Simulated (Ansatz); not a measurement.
# Run report: Al, geometry relaxation (part 2 of 2)

The same run, continued: Al (defect cell, 19 atoms in the cell); DFT PBEsol, scalar-relativistic, plane waves, PAW, no spin polarisation (Ansatz 0.2.0); cutoff 420 eV, 4×4×4 k-mesh, Gaussian smearing of 0.1 eV. The structure derives from an entry of the Crystallography Open Database. It belongs to a series of runs on one base structure; here: atom 1 (Al) set half-way to the vacancy, atoms relaxed in the symmetry of that start.

Geometry of the input (Å; fractional positions):
```
6.0233  2.0078  4.0156
-6.0233  -2.0078  4.0156
2.0078  -6.0233  -4.0156
Al 0.1000  0.2000  0.8000
Al 0.6000  0.2000  0.8000
Al 0.1000  0.7000  0.8000
Al 0.2000  0.4000  0.6000
Al 0.3000  0.1000  0.4000
Al 0.5500  0.8500  0.9000
Al 0.6500  0.5500  0.7000
Al 0.7500  0.2500  0.5000
Al 0.0000  0.0000  0.0000
Al 0.2500  0.7500  0.5000
Al 0.3500  0.4500  0.3000
Al 0.4500  0.1500  0.1000
Al 0.7000  0.9000  0.6000
Al 0.8000  0.6000  0.4000
Al 0.9000  0.3000  0.2000
Al 0.4000  0.8000  0.2000
Al 0.5000  0.5000  1.0000
Al 0.8500  0.9500  0.3000
Al 0.9500  0.6500  0.1000
```

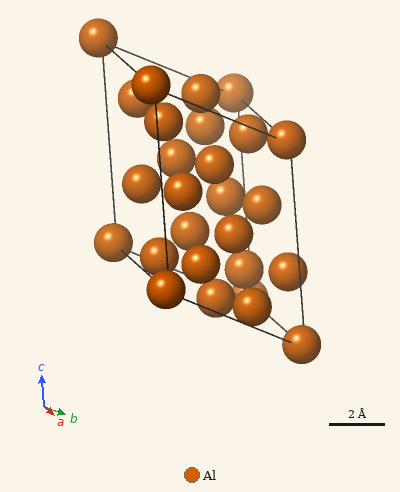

**Figure 1.** The geometry at step 3 of the log (spheres-only view of the cell of the calculation, seen slightly off an axis).

### Output, continued
```
--- Band table (eV; the first three rows and the last of 24) ---
  k-point 0: bands = ["-3.4671", "-0.1023", "0.0027", "0.0655", "0.1270", "0.3532", "0.3874", "0.4711", "0.4787", "0.6690", "0.6787", "1.0389", "1.5728", "3.4821", "3.5793", "3.8945", "4.0820", "4.7964", "6.1822", "6.7193", "6.8843", "7.0040", "7.2828", "7.3550", "7.3737", "7.3854", "7.4499", "7.5328", "7.6414", "7.7027", "7.7311", "7.8779", "7.9537", "8.0062", "8.3350", "8.5950", "8.7574", "9.1255", "9.2799", "9.3771", "9.6281", "9.8096", "9.9997", "10.8260", "10.8954", "11.0484", "11.1396", "11.3242"]
  k-point 1: bands = ["-3.2436", "-1.4526", "-0.1697", "-0.1485", "-0.1387", "-0.0099", "0.2389", "0.6127", "1.5948", "1.6303", "1.6467", "1.9515", "2.0856", "2.1675", "2.8395", "4.9015", "5.0633", "5.1115", "5.2256", "5.4471", "5.5347", "5.8248", "6.4150", "6.4344", "6.7146", "6.9377", "7.0409", "7.2243", "7.7578", "8.1735", "8.3096", "8.4193", "8.5953", "8.8037", "9.0120", "9.1211", "9.7934", "9.9216", "9.9496", "10.1091", "10.2215", "10.4035", "10.4544", "10.5377", "10.7734", "10.9061", "10.9107", "10.9591"]
  k-point 2: bands = ["-2.6727", "-2.4544", "-0.3880", "-0.3680", "-0.2557", "-0.2436", "0.8496", "0.9390", "1.0516", "1.4721", "3.0258", "3.0755", "3.1191", "3.2314", "3.2516", "3.3213", "3.6655", "3.7330", "4.6312", "4.6959", "5.5445", "5.6586", "6.5288", "6.6276", "6.7570", "6.8239", "7.0085", "7.3513", "7.9630", "8.0650", "8.3012", "8.4352", "8.7790", "8.7896", "9.0005", "9.5369", "9.9531", "9.9954", "10.0979", "10.2535", "10.2615", "10.3086", "10.4397", "10.4934", "10.6428", "10.6648", "10.7841", "11.0202"]
  k-point 23: bands = ["-1.8358", "-1.8343", "-1.6743", "-1.4244", "-1.2720", "-0.8627", "2.1196", "2.1235", "2.1450", "2.2675", "2.3288", "2.5450", "2.5637", "3.0625", "4.7215", "4.8831", "5.1428", "5.3162", "5.3651", "5.5915", "5.6014", "5.6580", "5.7355", "5.7476", "5.8099", "5.9513", "6.0399", "6.2063", "6.3052", "6.3137", "6.6303", "6.9002", "6.9005", "7.1776", "7.8438", "7.8647", "8.3846", "8.4574", "12.2327", "12.2504", "12.3514", "12.3817", "12.3963", "12.5939", "12.6433", "12.6680", "12.7040", "12.7994"]
--- Relaxed structure (4 steps of the walk, 4 accepted, 0 SCFs on fresh bases) ---
  F+E_penalty+E_count = -9964.97355225 eV   max|allowed force component| = 3.930e-3 eV/Å
  atoms:
    - { symbol: Al, position: [0.10000000000000003, 0.19999999999999996, 0.7999999999999999] }
    - { symbol: Al, position: [0.6000000000000001, 0.19999999999999993, 0.8] }
    - { symbol: Al, position: [0.10000000000000012, 0.7, 0.7999999999999999] }
    - { symbol: Al, position: [0.21342170837451305, 0.41696926499284814, 0.5914896183236248] }
    - { symbol: Al, position: [0.3059072274009259, 0.10607247948857731, 0.4045658915843865] }
    - { symbol: Al, position: [0.549027529729145, 0.8558918850055461, 0.9049194147346912] }
    - { symbol: Al, position: [0.650972470270855, 0.5441081149944538, 0.6950805852653086] }
    - { symbol: Al, position: [0.7608717702646806, 0.24754081068589423, 0.5084125809505747] }
    - { symbol: Al, position: [-0.013421708374512993, -0.01696926499284813, 0.008510381676375085] }
    - { symbol: Al, position: [0.24148327807121855, 0.7627906854216503, 0.5042739634928687] }
    - { symbol: Al, position: [0.3288712645607836, 0.4436086370819412, 0.2724799016427246] }
    - { symbol: Al, position: [0.4391282297353196, 0.15245918931410568, 0.09158741904942533] }
    - { symbol: Al, position: [0.6745203533307769, 0.8780679099491122, 0.5914896183236249] }
    - { symbol: Al, position: [0.7984934120958092, 0.5986586641834606, 0.40456589158438644] }
    - { symbol: Al, position: [0.8940927725990742, 0.29392752051142257, 0.19543410841561343] }
    - { symbol: Al, position: [0.4015065879041909, 0.8013413358165394, 0.19543410841561337] }
    - { symbol: Al, position: [0.5254796466692232, 0.521932090050888, 1.008510381676375] }
    - { symbol: Al, position: [0.8711287354392165, 0.9563913629180588, 0.3275200983572753] }
    - { symbol: Al, position: [0.9585167219287813, 0.6372093145783497, 0.09572603650713114] }
```

### Trajectory as extended XYZ (Å, eV, eV/Å), 4 frames, from step=1 to step=4
```
19
Lattice="6.0233 2.0078 4.0156 -6.0233 -2.0078 4.0156 2.0078 -6.0233 -4.0156" Properties=species:S:1:pos:R:3:forces:R:3 step=1 energy=-9964.57549
Al    1.0039   -5.0194   -2.0078    0.0000   0.0000   0.0000
Al    4.0156   -4.0156    0.0000    0.0000   0.0000   0.0000
Al   -2.0078   -6.0233    0.0000    0.0000   0.0000   0.0000
Al    0.0000   -4.0156    0.0000   -0.3612   0.4113   0.8320
Al    2.0078   -2.0078    0.0000   -0.0110  -0.1820  -0.1413
Al    0.0000   -6.0233    2.0078   -0.0735  -0.0494   0.0000
Al    2.0078   -4.0156    2.0078    0.0735   0.0494   0.0000
Al    4.0156   -2.0078    2.0078    0.2117  -0.1521   0.0000
Al    0.0000    0.0000    0.0000    0.3612  -0.4113  -0.8320
Al   -2.0078   -4.0156    2.0078   -0.1399  -0.1046   0.0000
Al    0.0000   -2.0078    2.0078   -0.2542   0.1691   0.0000
Al    2.0078    0.0000    2.0078   -0.2117   0.1521   0.0000
Al    0.0000   -4.0156    4.0156   -0.3612   0.4113  -0.8320
Al    2.0078   -2.0078    4.0156   -0.0110  -0.1820   0.1413
Al    4.0156    0.0000    4.0156    0.0110   0.1820   0.1413
Al   -2.0078   -2.0078    4.0156    0.0110   0.1820  -0.1413
Al    2.0078   -6.0233    0.0000    0.3612  -0.4113   0.8320
Al    0.0000   -2.0078    6.0233    0.2542  -0.1691   0.0000
Al    2.0078    0.0000    6.0233    0.1399   0.1046   0.0000
19
Lattice="6.0233 2.0078 4.0156 -6.0233 -2.0078 4.0156 2.0078 -6.0233 -4.0156" Properties=species:S:1:pos:R:3:forces:R:3 step=2 energy=-9964.92716
Al    1.0039   -5.0194   -2.0078    0.0000   0.0000   0.0000
Al    4.0156   -4.0156    0.0000    0.0000   0.0000   0.0000
Al   -2.0078   -6.0233    0.0000    0.0000   0.0000   0.0000
Al   -0.0255   -3.9868    0.1016   -0.0963   0.1069   0.2032
Al    2.0144   -2.0437   -0.0126    0.0080  -0.0246   0.0338
Al   -0.0179   -6.0528    2.0078   -0.0278  -0.0466   0.0000
Al    2.0257   -3.9860    2.0078    0.0278   0.0466   0.0000
Al    4.0751   -2.0244    2.0078    0.0425   0.0164   0.0000
Al    0.0255   -0.0288   -0.1016    0.0963  -0.1069  -0.2032
Al   -2.0626   -4.0415    2.0078   -0.0703  -0.0783   0.0000
Al   -0.0756   -1.9328    2.0078   -0.0270   0.1042   0.0000
Al    1.9483    0.0166    2.0078   -0.0425  -0.0164   0.0000
Al   -0.0255   -3.9868    3.9140   -0.0963   0.1069  -0.2032
Al    2.0144   -2.0437    4.0281    0.0080  -0.0246  -0.0338
Al    4.0090    0.0359    4.0281   -0.0080   0.0246  -0.0338
Al   -2.0144   -1.9718    4.0030   -0.0080   0.0246   0.0338
Al    2.0333   -6.0521    0.1016    0.0963  -0.1069   0.2032
Al    0.0756   -2.0827    6.0233    0.0270  -0.1042   0.0000
Al    2.0626    0.0259    6.0233    0.0703   0.0783   0.0000
19
Lattice="6.0233 2.0078 4.0156 -6.0233 -2.0078 4.0156 2.0078 -6.0233 -4.0156" Properties=species:S:1:pos:R:3:forces:R:3 step=3 energy=-9964.96747
Al    1.0039   -5.0194   -2.0078    0.0000   0.0000   0.0000
Al    4.0156   -4.0156    0.0000    0.0000   0.0000   0.0000
Al   -2.0078   -6.0233    0.0000    0.0000   0.0000   0.0000
Al   -0.0333   -3.9664    0.1785    0.0042  -0.0179  -0.0591
Al    2.0189   -2.0303    0.0408   -0.0050   0.0104   0.0026
Al   -0.0423   -6.0744    2.0078    0.0063   0.0169   0.0000
Al    2.0501   -3.9645    2.0078   -0.0063  -0.0169   0.0000
Al    4.1312   -2.0365    2.0078   -0.0192  -0.0021   0.0000
Al    0.0333   -0.0491   -0.1785   -0.0042   0.0179   0.0591
Al   -2.1407   -4.0916    2.0078    0.0078   0.0086   0.0000
Al   -0.1724   -1.8397    2.0078    0.0249  -0.0625   0.0000
Al    1.8921    0.0287    2.0078    0.0192   0.0021   0.0000
Al   -0.0333   -3.9664    3.8371    0.0042  -0.0179   0.0591
Al    2.0189   -2.0303    3.9747   -0.0050   0.0104  -0.0026
Al    4.0044    0.0225    3.9747    0.0050  -0.0104  -0.0026
Al   -2.0189   -1.9853    4.0564    0.0050  -0.0104   0.0026
Al    2.0411   -6.0725    0.1785   -0.0042   0.0179  -0.0591
Al    0.1724   -2.1758    6.0233   -0.0249   0.0625   0.0000
Al    2.1407    0.0760    6.0233   -0.0078  -0.0086   0.0000
19
Lattice="6.0233 2.0078 4.0156 -6.0233 -2.0078 4.0156 2.0078 -6.0233 -4.0156" Properties=species:S:1:pos:R:3:forces:R:3 step=4 energy=-9964.97355
Al    1.0039   -5.0194   -2.0078    0.0000   0.0000   0.0000
Al    4.0156   -4.0156    0.0000    0.0000   0.0000   0.0000
Al   -2.0078   -6.0233    0.0000    0.0000   0.0000   0.0000
Al   -0.0385   -3.9714    0.1562    0.0030   0.0014   0.0004
Al    2.0160   -2.0356    0.0298    0.0027   0.0016  -0.0027
Al   -0.0315   -6.0667    2.0078   -0.0022  -0.0015   0.0000
Al    2.0392   -3.9721    2.0078    0.0022   0.0015   0.0000
Al    4.1127   -2.0317    2.0078    0.0021  -0.0002   0.0000
Al    0.0385   -0.0441   -0.1562   -0.0030  -0.0014  -0.0004
Al   -2.1275   -4.0841    2.0078    0.0008   0.0039   0.0000
Al   -0.1440   -1.8716    2.0078    0.0022   0.0005   0.0000
Al    1.9106    0.0239    2.0078   -0.0021   0.0002   0.0000
Al   -0.0385   -3.9714    3.8593    0.0030   0.0014  -0.0004
Al    2.0160   -2.0356    3.9858    0.0027   0.0016   0.0027
Al    4.0074    0.0278    3.9858   -0.0027  -0.0016   0.0027
Al   -2.0160   -1.9799    4.0453   -0.0027  -0.0016  -0.0027
Al    2.0462   -6.0675    0.1562   -0.0030  -0.0014   0.0004
Al    0.1440   -2.1440    6.0233   -0.0022  -0.0005   0.0000
Al    2.1275    0.0685    6.0233   -0.0008  -0.0039   0.0000
```

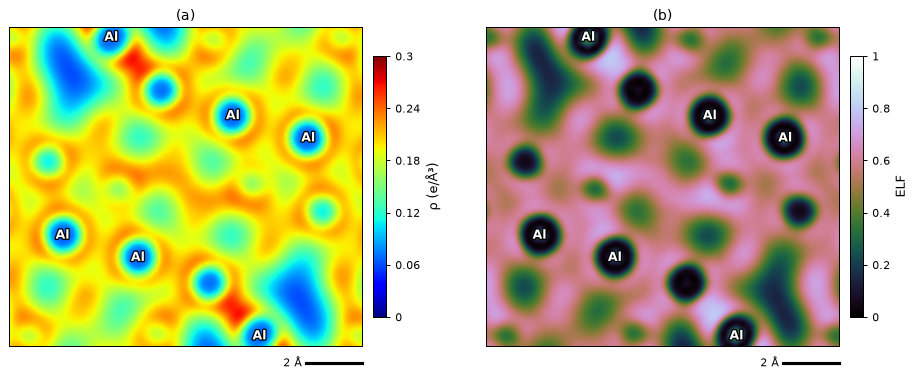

**Figure 2.** (a) valence charge density (pseudo); (b) electron localisation function on the (111) plane of the calculation cell. The section cuts through Al sites. Al–Al (2.84 Å): ρ at the midpoint is about 0.21 e/Å³; the ELF peaks at about 0.65 between the atoms. Al–Al (2.84 Å): ρ is about 0.21 e/Å³ halfway; the ELF peaks at about 0.65 between the atoms. Away from the nuclei the density in this plane falls to 0.06 e/Å³ at its lowest. In a PAW calculation such maps are meaningful between the atoms, not at the nuclei.

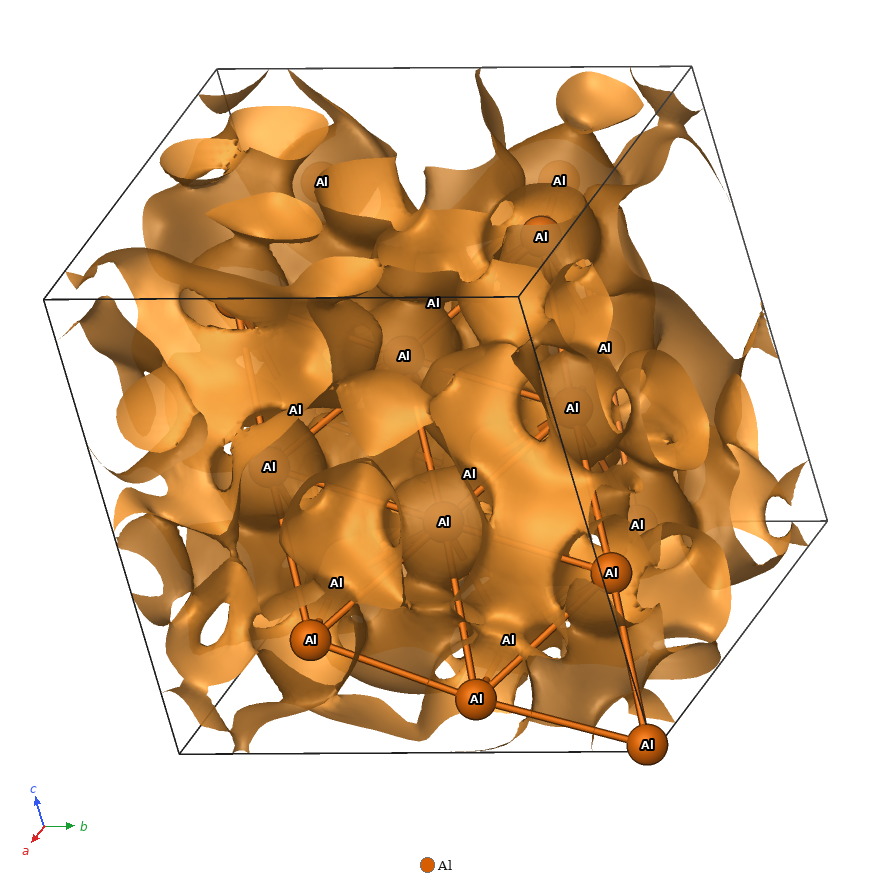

**Figure 3.** Isosurface of the electron localisation function at 0.55 (orange), seen at an oblique angle. Core shells and regions of very low density are left out. Sticks mark near contacts. The outline is the calculation cell. Profiles from the grid: Al–Al (2.62 Å): the ELF peaks at about 0.80 between the atoms, which marks a shared electron pair. Al–Al (2.77 Å): the ELF peaks at about 0.70 between the atoms.
